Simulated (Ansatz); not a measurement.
Input

```
crystal:
  lattice:
    - [4.7582719443, -1.5236598588, 5.647788817]
    - [6.1387134722, 4.5709795765, 0.0036360899]
    - [-1.3804415279, 6.0946394354, 5.6441527271]
  atoms:
    - { symbol: Ga, position: [0.0986630703, 0.5838731935, 0.5867608725] }
    - { symbol: Ga, position: [0.5986630703, 0.0838731935, 0.0867608725] }
    - { symbol: Ga, position: [0.3486630703, 0.3338731935, 0.3367608725] }
    - { symbol: Ga, position: [0.9013369297, 0.4161268065, 0.4132391275] }
    - { symbol: Ga, position: [0.1513369297, 0.1661268065, 0.1632391275] }
    - { symbol: Ga, position: [0.6513369297, 0.6661268065, 0.6632391275] }
    - { symbol: Ga, position: [0.4013369297, 0.9161268065, 0.9132391275] }
    - { symbol: Ga, position: [0.0344139709, 0.7845495746, 0.1701913118] }
    - { symbol: Ga, position: [0.2844139709, 0.5345495746, 0.9201913118] }
    - { symbol: Ga, position: [0.7844139709, 0.0345495746, 0.4201913118] }
    - { symbol: Ga, position: [0.5344139709, 0.2845495746, 0.6701913118] }
    - { symbol: Ga, position: [0.7155860291, 0.4654504254, 0.0798086882] }
    - { symbol: Ga, position: [0.9655860291, 0.2154504254, 0.8298086882] }
    - { symbol: Ga, position: [0.4655860291, 0.7154504254, 0.3298086882] }
    - { symbol: Ga, position: [0.2155860291, 0.9654504254, 0.5798086882] }
    - { symbol: O, position: [1.0026766369, 0.0076455595, 0.7408768678], spin: 0.167 }
    - { symbol: O, position: [0.2498582828, 0.7576739678, 0.4942090948] }
    - { symbol: O, position: [0.7498582828, 0.2576739678, 0.9942090948] }
    - { symbol: O, position: [0.4998582828, 0.5076739678, 0.2442090948] }
    - { symbol: O, position: [0.7501417172, 0.2423260322, 0.5057909052] }
    - { symbol: O, position: [0.0001417172, 0.9923260322, 0.2557909052] }
    - { symbol: O, position: [0.5001417172, 0.4923260322, 0.7557909052] }
    - { symbol: O, position: [0.2501417172, 0.7423260322, 0.0057909052] }
    - { symbol: O, position: [0.0886993336, 0.56485855, 0.3485309209] }
    - { symbol: O, position: [0.3386993336, 0.31485855, 0.0985309209] }
    - { symbol: O, position: [0.8423713737, 0.8170637264, 0.5941535243], spin: 0.167 }
    - { symbol: O, position: [0.5899236963, 0.0667905923, 0.8543200469], spin: 0.167 }
    - { symbol: O, position: [0.6584453888, 0.679353915, 0.8982866966], spin: 0.167 }
    - { symbol: O, position: [0.9113006664, 0.43514145, 0.6514690791] }
    - { symbol: O, position: [0.4113006664, 0.93514145, 0.1514690791] }
    - { symbol: O, position: [0.1613006664, 0.18514145, 0.4014690791] }
    - { symbol: O, position: [0.4287499233, 0.9017975922, 0.6808392867] }
    - { symbol: O, position: [0.6787499233, 0.6517975922, 0.4308392867] }
    - { symbol: O, position: [0.1787499233, 0.1517975922, 0.9308392867] }
    - { symbol: O, position: [0.9287499233, 0.4017975922, 0.1808392867] }
    - { symbol: O, position: [0.3212500767, 0.3482024078, 0.5691607133] }
    - { symbol: O, position: [0.5712500767, 0.0982024078, 0.3191607133] }
    - { symbol: O, position: [0.073260805, 0.5977622486, 0.8156497629], spin: 0.167 }
    - { symbol: O, position: [0.8232948977, 0.8520005322, 0.0640574103], spin: 0.167 }
  host:
    lattice:
      - [6.1387134722, -1.5236598588, 0.0036360899]
      - [6.1387134722, 1.5236598588, 0.0036360899]
      - [-1.3804415279, 0.0, 5.6441527271]
    atoms:
      - { symbol: Ga, position: [0.3412681319, 0.3412681319, 0.6854239428] }
      - { symbol: Ga, position: [0.6587318681, 0.6587318681, 0.3145760572] }
      - { symbol: Ga, position: [0.9094817728, 0.9094817728, 0.2046052827] }
      - { symbol: Ga, position: [0.0905182272, 0.0905182272, 0.7953947173] }
      - { symbol: O, position: [0.5037661253, 0.5037661253, 0.7440673777] }
      - { symbol: O, position: [0.4962338747, 0.4962338747, 0.2559326223] }
      - { symbol: O, position: [0.8267789418, 0.8267789418, 0.4372302546] }
      - { symbol: O, position: [0.1732210582, 0.1732210582, 0.5627697454] }
      - { symbol: O, position: [0.1652737577, 0.1652737577, 0.10958921] }
      - { symbol: O, position: [0.8347262423, 0.8347262423, 0.89041079] }
basis:
  ecutwfc: 420
  xc_grid: 2
kpoints:
  mp_grid: { grid: [2, 2, 2], shift: [0.5, 0.5, 0.5] }
hamiltonian:
  xc: pbesol
scf:
  occupations: { method: gaussian, width: 0.02 }
  lower_state_search: "off"
output:
  forces: true
  stress: false
  eigenvalues: true
  populations: true
  charged_corrections:
    defect_position: [0.84866307, 0.83387319, 0.83676087]
    epsilon:
      - [11.0639, 0.0, -0.7599]
      - [0.0, 10.9229, 0.0]
      - [-0.7599, 0.0, 13.5993]
  write_density: true
  write_potential: true
  elf: true
  volumetric_format: npy
magnetization:
  spin_polarized: true
relax:
  adjacent_minimum: "off"
  f_tol: 0.03
  max_steps: 40
```

Command:

```sh
ansatz run input.yaml --threads 8 --pin off --max-ram 16384MiB --backend cpu --events-out ev --progress --plain --runs-dir out
```

The fields are those of the run's last geometry, not of the input's.

Spin-polarised.

The calculation used Ansatz 0.2.0, DFT PBEsol, scalar-relativistic, plane waves, PAW.

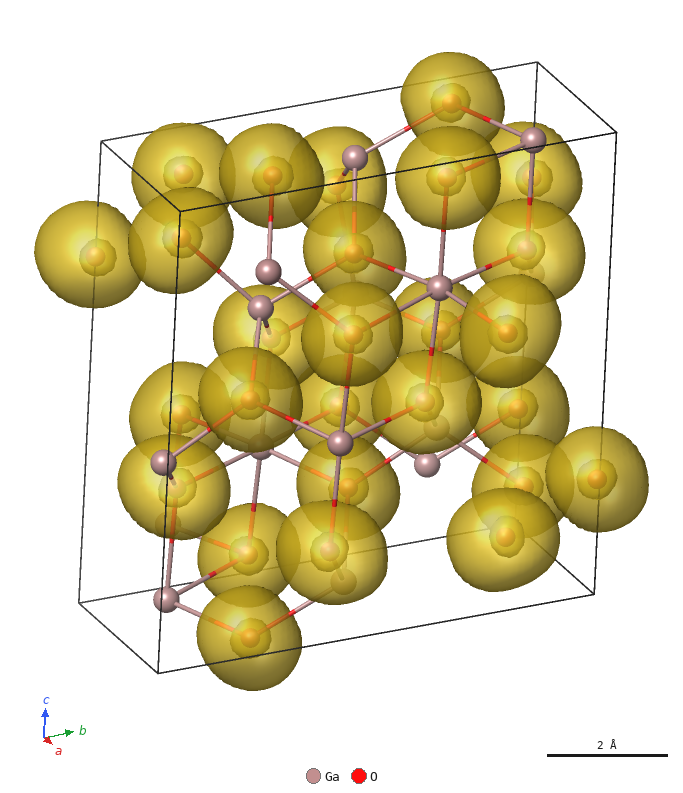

Ga₅O₈ (cell with a defect). Isosurface of the electron localisation function at 0.65 (yellow), seen slightly off an axis. Only the valence region is drawn (cores and ρ < 0.01 e/Å³ removed). Sticks mark near contacts.

In a PAW calculation such maps are meaningful between the atoms, not at the nuclei.

Where are the electrons localised?

At this value the surface marks out 24 regions wrapped around O (the valence shell of each), counted in one cell of 39 atoms. Any copies at cell faces, edges or corners count once. Along the contacts the grid gives the following. Ga–O (1.83 Å): the ELF peaks at about 0.80 in the valence shell of O, 0.6 Å from its nucleus, and is about 0.40 at the midpoint. Ga–O (1.87 Å): the ELF peaks at about 0.80 in the valence shell of O, 0.6 Å from its nucleus, and is about 0.40 at the midpoint.
